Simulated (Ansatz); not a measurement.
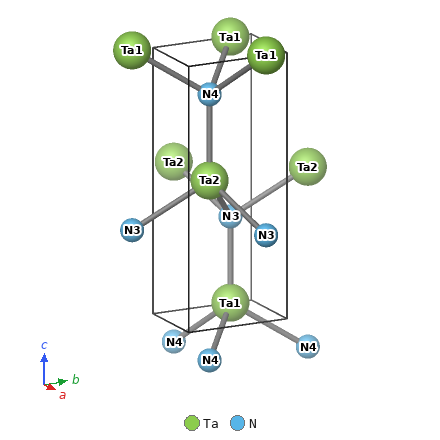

The system is TaN (P6_3mc, No. 186; 4 atoms in the cell); the picture shows the reference structure. The energy is mapped over volume and the cell's shape. The first coordinate is: volume per atom; the second: c/a of the conventional cell. Nothing is relaxed (fractional coordinates fixed). The scan uses a 7 × 7 grid. Points are written as (first, second). Energies are in meV/atom, from the lowest grid point. Level of theory: Ansatz, DFT PBE, scalar-relativistic, plane waves, PAW. Settings: cutoff 520 eV, k-mesh 18×18×8 in the order of the run's cell vectors, gaussian smearing 0.15 eV, no spin polarisation.

Its coordinates:

```yaml
crystal:
  lattice:
    - [3.15195, 0.00000, 0.00000]
    - [-1.57597, 2.72967, 0.00000]
    - [0.00000, 0.00000, 6.10263]
  atoms:
    - { symbol: Ta, position: [0.33333, 0.66667, 0.03049] }
    - { symbol: Ta, position: [0.66667, 0.33333, 0.53049] }
    - { symbol: N, position: [0.33333, 0.66667, 0.35451] }
    - { symbol: N, position: [0.66667, 0.33333, 0.85451] }
```

Range: volume per atom from 11.55 to 14.70 Å³; c/a of the conventional cell from 1.716 to 2.184.

Question: Predict the map.

Answer: The lowest grid point is at (13.13 Å³, 1.936). No other kind of well shows on this grid. The highest grid point, (11.55 Å³, 1.716), lies 502 meV/atom above the lowest. Round the minimum the valley is somewhat tilted: raising volume per atom shifts the best value of c/a of the conventional cell downwards (coupling k₁₂/√(k₁₁k₂₂) about 0.2).

| c/a of the conventional cell ↓, volume per atom → | 11.55 | 12.08 | 12.60 | 13.13 | 13.65 | 14.18 | 14.70 |
| --- | --- | --- | --- | --- | --- | --- | --- |
| 2.184 | 291 | 198 | 152 | 146 | 172 | 223 | 295 |
| 2.098 | 218 | 122 | 75 | 67 | 92 | 143 | 215 |
| 2.016 | 182 | 80 | 29 | 17 | 39 | 88 | 157 |
| 1.936 | 189 | 78 | 18 | 0 | 16 | 59 | 124 |
| 1.860 | 242 | 118 | 47 | 19 | 25 | 60 | 119 |
| 1.787 | 345 | 205 | 119 | 77 | 72 | 96 | 144 |
| 1.716 | 502 | 341 | 237 | 178 | 157 | 167 | 202 |

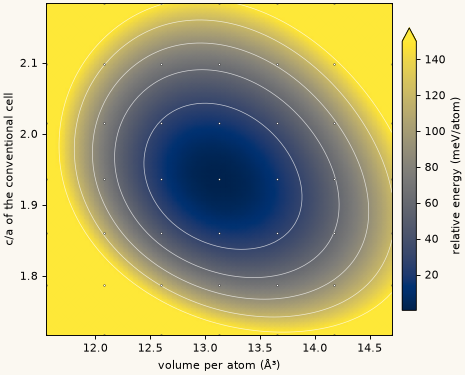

Drawn: a smooth colour map with a few white contour lines, dots at the grid points, one colour for all values above the top of the scale. Between grid points the surface is interpolated.

Time for the 49 points that were run: 19 min on 2 threads of Arm Neoverse N1, on a shared host.

PAW datasets: the set soft_1.
